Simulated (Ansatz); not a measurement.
# Ta8H: geometry relaxation (part 2 of 2)

Ta8H (slab, 9 atoms in the cell); DFT PBE+D3(BJ), scalar-relativistic, plane waves, PAW, no spin polarisation (Ansatz 0.2.0); cutoff 420 eV, 6×6×1 k-mesh, Gaussian smearing of 0.1 eV. The structure derives from an entry of the Crystallography Open Database. The input holds or restrains some coordinates. Forces given for the steps count only the free coordinates. It belongs to a series of runs on one base structure; here: H over the place (0/6, 3/6) of the surface cell, its height relaxed.

Geometry of the input (Å; fractional positions):
```
4.6456  0.0000  0.0000
-2.3228  4.0232  0.0000
0.0000  0.0000  25.6380
Ta 0.6667  0.3333  0.3315
Ta 0.3333  0.6667  0.3685
Ta 0.0000  0.0000  0.4055
Ta 0.6667  0.3333  0.4425
Ta 0.3333  0.6667  0.4763
Ta 0.0000  0.0000  0.5199
Ta 0.6667  0.3333  0.5523
Ta 0.3333  0.6667  0.5789
H  0.3333  1.1667  0.6109
```

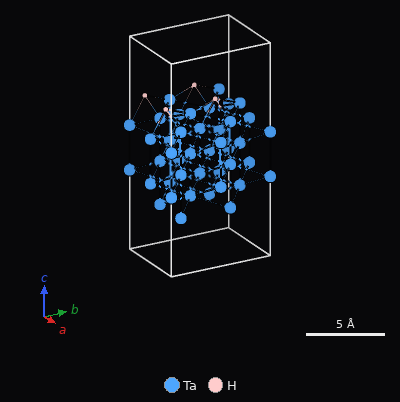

The geometry at step 2 of the log (ball-and-stick view of the 2 × 2 repeat of the cell, with the vacuum cut short, seen slightly off an axis).

Output, continued:
```
SCF iter   1: F=—  HF=-79471.241623 eV  |F-HF|=—  |Δ(HF+E_count)|=         —  Δρ=3.53e-4  dr2=1.01e-3  ethr=9.84e-6  p=-0.057 e·Å  D=-2.15e-2 V/Å  ΔV_dip=0.55 eV  dr2_dipole=7.09e-5  V_vac-E_F(+/−)=3.90/3.35 eV  ⟨swp⟩=2.0  Hψ=1323  notcnv=0  defer=2
efield: sawtooth ramp at fractional position 0.9512 (handed on by an earlier solve), width 0.0400; the density the first Hamiltonian is built on has a dipole p = -0.057 e·Å; the dipole correction subtracts the counter field D = -2.15e-2 V/Å, which shifts the + side's vacuum level by +0.55 eV against the − side's; the planar-averaged density in the ramp window peaks in size at 4.1e-6 e/Å³
preconditioner: auto → LDOS  [metal: Δε(μ)=0.037 eV  Ē_g=3.547 eV  σ=0.100 eV  W_gap=0.20  n_scr=82 (ndim 8)  ℏωp=10.9 eV  f_vac=0.609  D(μ)=11.35/eV (n_scr^D=82)  β→1.0]
SCF iter   2: F=—  HF=-79471.241482 eV  |F-HF|=—  |Δ(HF+E_count)|=   1.41e-4  Δρ=1.16e-4  dr2=1.38e-4  ethr=9.63e-7  p=-0.057 e·Å  D=-2.17e-2 V/Å  ΔV_dip=0.56 eV  dr2_dipole=8.85e-6  V_vac-E_F(+/−)=3.91/3.35 eV  ⟨swp⟩=2.3  Hψ=1234  notcnv=0  defer=2
SCF iter   3: F=—  HF=-79471.241732 eV  |F-HF|=—  |Δ(HF+E_count)|=   2.50e-4  Δρ=4.10e-5  dr2=1.70e-5  ethr=1.31e-7  p=-0.057 e·Å  D=-2.17e-2 V/Å  ΔV_dip=0.56 eV  dr2_dipole=5.98e-8  V_vac-E_F(+/−)=3.91/3.35 eV  ⟨swp⟩=2.9  Hψ=1488  notcnv=0  defer=2
SCF iter   4: F=—  HF=-79471.241730 eV  |F-HF|=—  |Δ(HF+E_count)|=   2.15e-6  Δρ=8.99e-6  dr2=7.15e-7  ethr=1.62e-8  p=-0.057 e·Å  D=-2.17e-2 V/Å  ΔV_dip=0.56 eV  dr2_dipole=2.33e-9  V_vac-E_F(+/−)=3.91/3.35 eV  ⟨swp⟩=2.9  Hψ=1322  notcnv=0  defer=2
SCF iter   5: F=-79471.241730 eV  HF=-79471.241730 eV  |F-HF|=9.24e-8  |Δ(HF+E_count)|=   4.07e-7  Δρ=3.09e-6  dr2=6.43e-8  ethr=4.77e-10  p=-0.057 e·Å  D=-2.17e-2 V/Å  ΔV_dip=0.56 eV  dr2_dipole=6.26e-10  V_vac-E_F(+/−)=3.91/3.35 eV  ⟨swp⟩=20.3  Hψ=7462  notcnv=0
SCF 3 converged in 5 iterations: F = -79471.241730 eV  dr2 = 6.43e-8
relax step   3: F+E_penalty+E_count = -79471.24173043 eV  Δ(F+E_penalty+E_count) = -9.142e-4 eV  max|allowed force component| = 4.004e-3 eV/Å  Δτ_max = 0.0194 Å  (5 SCF iters, dr2 threshold 5.00e-7 eV, accepted)
iter 1 solved again at ethr=6.02e-11 eV; its pass at ethr=3.10e-3 eV (dr2=6.32e-8 eV) is discarded
SCF iter   1: F=—  HF=-79471.241751 eV  |F-HF|=—  |Δ(HF+E_count)|=         —  Δρ=3.09e-6  dr2=6.28e-8  ethr=6.02e-11  p=-0.057 e·Å  D=-2.17e-2 V/Å  ΔV_dip=0.56 eV  dr2_dipole=3.85e-10  V_vac-E_F(+/−)=3.91/3.35 eV  ⟨swp⟩=1.0  Hψ=2002  notcnv=0
efield: sawtooth ramp at fractional position 0.9512 (handed on by an earlier solve), width 0.0400; the density the first Hamiltonian is built on has a dipole p = -0.057 e·Å; the dipole correction subtracts the counter field D = -2.17e-2 V/Å, which shifts the + side's vacuum level by +0.56 eV against the − side's; the planar-averaged density in the ramp window peaks in size at 4.1e-6 e/Å³
preconditioner: auto → LDOS  [metal: Δε(μ)=0.037 eV  Ē_g=3.548 eV  σ=0.100 eV  W_gap=0.20  n_scr=82 (ndim 8)  ℏωp=10.9 eV  f_vac=0.609  D(μ)=11.34/eV (n_scr^D=82)  β→1.0]
SCF iter   2: F=-79471.241730 eV  HF=-79471.241730 eV  |F-HF|=7.25e-9  |Δ(HF+E_count)|=   2.07e-5  Δρ=1.65e-6  dr2=2.89e-8  ethr=5.98e-11  p=-0.057 e·Å  D=-2.17e-2 V/Å  ΔV_dip=0.56 eV  dr2_dipole=8.40e-11  V_vac-E_F(+/−)=3.91/3.35 eV  ⟨swp⟩=11.5  Hψ=6261  notcnv=0
SCF 4 converged in 2 iterations: F = -79471.241730 eV  dr2 = 2.89e-8
relax step   4: F+E_penalty+E_count = -79471.24173044 eV  Δ(F+E_penalty+E_count) = -1.238e-8 eV  max|allowed force component| = 3.967e-3 eV/Å  Δτ_max = 0.0000 Å  (2 SCF iters, accepted)
WARN: The input density's exchange-correlation potential varies sharply where the density is thin. Do not read a vacuum level from v_tot or v_xc, or from such a field of the output density. On a cell that repeats whose density bears no net charge and no dipole along the vacuum's axis use v_es (v_loc + v_h of the components); under efield.dipole_correction with no amplitude use v_es + v_field, which holds any external_charges[].barrier, or the levels of the report's work_function block, which leave it out; under a non-zero efield.amplitude the vacuum is tilted and has no level; on a cell that repeats and bears such a dipole with no correction it is tilted too, and efield.dipole_correction with no amplitude gives each side of its ramp a level where efield: is served; in a cell that repeats whose density bears a net charge (total_charge, or a fill off its count) it is curved and has none; of a slab under crystal.periodic whose density bears no net charge use v_es, which has a level on each side, short of where the two are joined; of another it falls or rises all the way out and has none; of a slab beside external_charges read slab_vacuum_level instead, which it has where they leave it neutral. The grid or the basis barely resolves most such structure, and the values can differ between equally converged runs; as a rule a tighter scf.convergence.dr2_threshold does not remove it. Where the density itself ripples (under the LDA too) a higher basis.ecutwfc lessens it. The files hold the spikes' plane waves up to the density's cutoff. Files: v_tot and the like, and their columns of v_z.tsv (output.write_potential); v_xc and the like, and their columns of v_comp_z.tsv (output.write_potential_components); where files of the output density stand in their place, no point of their own thin density is over the threshold below, and this is of outcome.potential() and, of a run that writes arrays (npy), the arrays of these names. Measured: with its Gaussian average of σ = 0.25 Å subtracted twice, the exchange-correlation potential is over 0.1 eV at 1 of the grid points where the equally averaged density (valence and model cores) is under 1e-3 e/Å³, and 0.101 eV at the most among them, at an averaged density of 8.3e-9 e/Å³. See output.write_potential in the manual, Limitations
SCF converged after 2 iterations
Free energy (F): -79471.241730 eV
Harris-Foulkes:  -79471.241730 eV  (|F-HF|=7.25e-9)
Internal energy: -79471.185046 eV  (E = F + TS)
E sigma→0 (E₀):  -79471.213388 eV
Entropy (-TS):   -0.056685 eV (-6.298 meV/atom)
Fermi energy:    3.225116 eV
Dipole field:    D = -0.021678 V/Å  (p = -0.057405 e·Å, saw-weighted, corrected)
Work function:   Φ+ = 3.9088 eV   Φ− = 3.3530 eV
Levels:          The Fermi level and band energies are counted from a zero that moves with the ramp; work functions are not
--- Per-component energies (eV) ---
  E_band       = -2449.637430
  E_kinetic    = 2934.409327
  E_local      = -118279.361081  (includes V_loc(G=0)·N_el)
  E_nonlocal   = 124.116009
  E_hartree    = 57655.453832
  E_xc         = -1750.033827
  E_vxc        = -1635.140144  (∫ρ·V_xc dr)
  E_paw        = -67173.653517  (= ΣΔE_a)
  E_vpaw       = -903.957347  (= ΣTr[D̂ρ^β])
  E_aug_tail   = 0.000088  (compensation charges beyond the density's cutoff)
  E_efield     = 0.000622  (sawtooth field / dipole correction)
  E_vefield    = -0.607186  (∫n·V_field dr)
  E_ewald      = 47021.510874
  E_disp       = -3.627372  (pairwise vdW)
  E_smearing   = -0.056685  (= −TS)
  E_closure    = -0.000000  (closes the sum)
  Σ components = -79471.241730   (vs F -79471.241730, Δ=0.00e0)
--- Forces (eV/Å), atoms counted from 1 ---
  atom   1  Ta     0.00749317     0.00432618     1.77502198
  atom   2  Ta     0.02982996     0.01722234    -0.17277796
  atom   3  Ta     0.00822617     0.00474938    -1.09255000
  atom   4  Ta     0.08422818     0.04862916    -0.77420493
  atom   5  Ta     0.07527174     0.04345816     0.07761124
  atom   6  Ta     0.12770010     0.07372769    -0.08288151
  atom   7  Ta     0.05430026     0.03135027    -0.41197312
  atom   8  Ta    -0.14549853    -0.08400361     0.67775128
  atom   9  H     -0.24155971    -0.13946457     0.00396720
  max |Σ_I F_I| component: 3.58e-5 eV/Å
--- Band table (eV; the first three rows and the last of 13) ---
  k-point 0: bands = ["-64.6464", "-64.4063", "-64.2043", "-64.1391", "-63.7993", "-63.7159", "-63.6115", "-63.5600", "-31.3496", "-31.2363", "-31.1424", "-31.1372", "-31.0664", "-31.0188", "-30.8985", "-30.8846", "-30.8775", "-30.8397", "-30.8335", "-30.5997", "-30.5306", "-30.5147", "-30.5040", "-30.4236", "-30.1755", "-30.1694", "-30.0033", "-29.9740", "-29.9668", "-29.9175", "-29.8727", "-29.8645", "-4.3763", "-3.0629", "-1.2377", "-0.3500", "-0.3396", "0.3605", "0.8470", "1.0376", "1.2877", "1.5091", "1.6257", "1.6260", "1.9099", "1.9214", "1.9755", "2.2403", "2.4957", "2.5939", "2.7431", "3.0094", "3.0100", "3.2919", "3.5317", "3.5717", "3.9298", "5.0799", "5.4811", "5.5903", "5.6236", "5.7465", "6.2162"]
  k-point 1: bands = ["-64.6459", "-64.4051", "-64.2036", "-64.1373", "-63.8008", "-63.7127", "-63.6161", "-63.5618", "-31.3582", "-31.2556", "-31.1630", "-31.1454", "-31.1165", "-31.0764", "-30.9076", "-30.8774", "-30.8582", "-30.7984", "-30.7833", "-30.6203", "-30.5292", "-30.4699", "-30.4551", "-30.3803", "-30.1767", "-30.1609", "-30.0195", "-29.9855", "-29.9629", "-29.9356", "-29.8977", "-29.8646", "-3.9862", "-2.7681", "-1.1486", "-0.2464", "-0.1394", "0.2306", "0.4427", "0.9108", "1.0112", "1.1798", "1.5126", "1.6640", "1.8094", "2.0332", "2.1675", "2.2833", "2.5343", "2.8232", "2.9022", "3.0595", "3.1892", "3.4213", "3.5780", "3.8771", "4.1474", "4.9956", "5.1217", "5.3518", "5.4820", "5.4996", "6.2915"]
  k-point 2: bands = ["-64.6451", "-64.4026", "-64.2021", "-64.1337", "-63.8039", "-63.7048", "-63.6268", "-63.5653", "-31.3783", "-31.2953", "-31.2221", "-31.1850", "-31.1384", "-31.0671", "-30.9455", "-30.8956", "-30.8335", "-30.7630", "-30.7264", "-30.5996", "-30.5026", "-30.4420", "-30.4030", "-30.2714", "-30.2204", "-30.1407", "-30.0938", "-30.0204", "-29.9609", "-29.9357", "-29.8893", "-29.8616", "-2.9466", "-2.0013", "-0.9684", "-0.4072", "-0.2073", "0.0859", "0.3381", "0.5287", "0.6991", "1.3916", "1.4658", "1.5913", "1.8266", "1.9904", "2.1181", "2.2025", "2.4148", "2.7315", "2.9918", "3.1600", "3.3603", "3.5432", "3.7063", "3.9748", "4.4082", "4.6353", "4.7592", "5.1805", "5.2790", "5.6260", "5.6855"]
  k-point 12: bands = ["-64.6446", "-64.4014", "-64.2013", "-64.1319", "-63.8054", "-63.6999", "-63.6331", "-63.5670", "-31.3906", "-31.3073", "-31.2663", "-31.2148", "-31.1272", "-31.0423", "-30.9139", "-30.9013", "-30.8232", "-30.7847", "-30.7157", "-30.5926", "-30.4920", "-30.4408", "-30.3785", "-30.2858", "-30.1867", "-30.1340", "-30.0814", "-30.0739", "-29.9586", "-29.9305", "-29.8767", "-29.8687", "-2.5052", "-1.3226", "-1.2350", "-0.9284", "-0.6524", "0.0219", "0.5102", "1.0560", "1.0949", "1.5851", "1.6609", "1.7540", "1.8576", "1.9590", "2.0438", "2.3014", "2.4349", "2.5772", "2.6057", "2.7812", "2.8889", "3.5581", "3.9483", "3.9744", "4.2808", "4.7326", "4.9552", "5.0543", "5.4031", "5.7371", "5.8576"]
--- Relaxed structure (4 steps of the walk, 4 accepted, 0 SCFs on fresh bases) ---
  F+E_penalty+E_count = -79471.24173044 eV   max|allowed force component| = 3.967e-3 eV/Å
  atoms:
    - { symbol: Ta, position: [0.6666666667, 0.33333333335, 0.331539419] }
    - { symbol: Ta, position: [0.33333333330000003, 0.6666666666499999, 0.3685268315] }
    - { symbol: Ta, position: [0.0, -9.251858538569898e-17, 0.40551424380000006] }
    - { symbol: Ta, position: [0.6666666667, 0.33333333335, 0.4425016562] }
    - { symbol: Ta, position: [0.33333333330000003, 0.6666666666499999, 0.4762660038] }
    - { symbol: Ta, position: [0.0, -9.251858538569898e-17, 0.519856666] }
    - { symbol: Ta, position: [0.6666666667, 0.33333333335, 0.5522688407] }
    - { symbol: Ta, position: [0.33333333330000003, 0.6666666666499999, 0.578937064] }
    - { symbol: H, position: [0.33333333330000003, 1.1666666666500003, 0.6040703205206598] }
```

Trajectory as extended XYZ (Å, eV, eV/Å), 4 frames, from step=1 to step=4:
```
9
Lattice="4.6456 0.0000 0.0000 -2.3228 4.0232 0.0000 0.0000 0.0000 25.6380" Properties=species:S:1:pos:R:3:forces:R:3 step=1 energy=-79471.18128
Ta    2.3228    1.3411    8.5000    0.0117   0.0068   1.7758
Ta    0.0000    2.6821    9.4483    0.0290   0.0168  -0.1753
Ta    0.0000    0.0000   10.3966    0.0120   0.0069  -1.1039
Ta    2.3228    1.3411   11.3448    0.0835   0.0482  -0.7927
Ta    0.0000    2.6821   12.2105    0.0601   0.0347   0.0873
Ta    0.0000    0.0000   13.3281    0.0651   0.0376  -0.1386
Ta    2.3228    1.3411   14.1591   -0.4059  -0.2343   0.2729
Ta    0.0000    2.6821   14.8428   -0.1420  -0.0820   0.7283
H    -1.1614    4.6938   15.6628    0.2865   0.1654  -0.6542
9
Lattice="4.6456 0.0000 0.0000 -2.3228 4.0232 0.0000 0.0000 0.0000 25.6380" Properties=species:S:1:pos:R:3:forces:R:3 step=2 energy=-79471.24082
Ta    2.3228    1.3411    8.5000    0.0067   0.0039   1.7749
Ta    0.0000    2.6821    9.4483    0.0298   0.0172  -0.1722
Ta    0.0000    0.0000   10.3966    0.0079   0.0046  -1.0914
Ta    2.3228    1.3411   11.3448    0.0840   0.0485  -0.7710
Ta    0.0000    2.6821   12.2105    0.0773   0.0446   0.0766
Ta    0.0000    0.0000   13.3281    0.1350   0.0779  -0.0762
Ta    2.3228    1.3411   14.1591    0.1239   0.0715  -0.5019
Ta    0.0000    2.6821   14.8428   -0.1448  -0.0836   0.6733
H    -1.1614    4.6938   15.4678   -0.3197  -0.1846   0.0895
9
Lattice="4.6456 0.0000 0.0000 -2.3228 4.0232 0.0000 0.0000 0.0000 25.6380" Properties=species:S:1:pos:R:3:forces:R:3 step=3 energy=-79471.24173
Ta    2.3228    1.3411    8.5000    0.0075   0.0043   1.7750
Ta    0.0000    2.6821    9.4483    0.0298   0.0172  -0.1728
Ta    0.0000    0.0000   10.3966    0.0082   0.0047  -1.0926
Ta    2.3228    1.3411   11.3448    0.0843   0.0487  -0.7743
Ta    0.0000    2.6821   12.2105    0.0751   0.0434   0.0776
Ta    0.0000    0.0000   13.3281    0.1278   0.0738  -0.0829
Ta    2.3228    1.3411   14.1591    0.0545   0.0314  -0.4119
Ta    0.0000    2.6821   14.8428   -0.1457  -0.0841   0.6778
H    -1.1614    4.6938   15.4871   -0.2415  -0.1394   0.0040
9
Lattice="4.6456 0.0000 0.0000 -2.3228 4.0232 0.0000 0.0000 0.0000 25.6380" Properties=species:S:1:pos:R:3:forces:R:3 step=4 energy=-79471.24173
Ta    2.3228    1.3411    8.5000    0.0075   0.0043   1.7750
Ta    0.0000    2.6821    9.4483    0.0298   0.0172  -0.1728
Ta    0.0000    0.0000   10.3966    0.0082   0.0047  -1.0925
Ta    2.3228    1.3411   11.3448    0.0842   0.0486  -0.7742
Ta    0.0000    2.6821   12.2105    0.0753   0.0435   0.0776
Ta    0.0000    0.0000   13.3281    0.1277   0.0737  -0.0829
Ta    2.3228    1.3411   14.1591    0.0543   0.0314  -0.4120
Ta    0.0000    2.6821   14.8428   -0.1455  -0.0840   0.6778
H    -1.1614    4.6938   15.4871   -0.2416  -0.1395   0.0040
```

Results in brief:

| quantity | value |
| --- | --- |
| outcome | converged under the restraints of the input |
| electrons treated | 105 |
| free energy | −79471.2417 eV |
| work function, top face | 3.91 eV |
| work function, bottom face | 3.35 eV |
| Fermi energy | 3.225 eV |
| gap on the k-point mesh | none (metallic) |
| final volume | 479.18 Å³ |
| work function (upper face) | 3.91 eV |
| largest force (length of the vector) at the end, held atoms and coordinates included | 1.775 eV/Å |
| hardware | 2 threads of Intel Xeon @ 2.50GHz (Skylake/Cascade Lake), 96 GiB of memory available, shared host |
| wall time | 77 s (CPU time 2.5 min) |
| peak memory | 0.94 GiB |

Remarks:

The program warns: the exchange-correlation potential is rough where the density is thin. Spin–orbit coupling is left out, which matters for Ta.
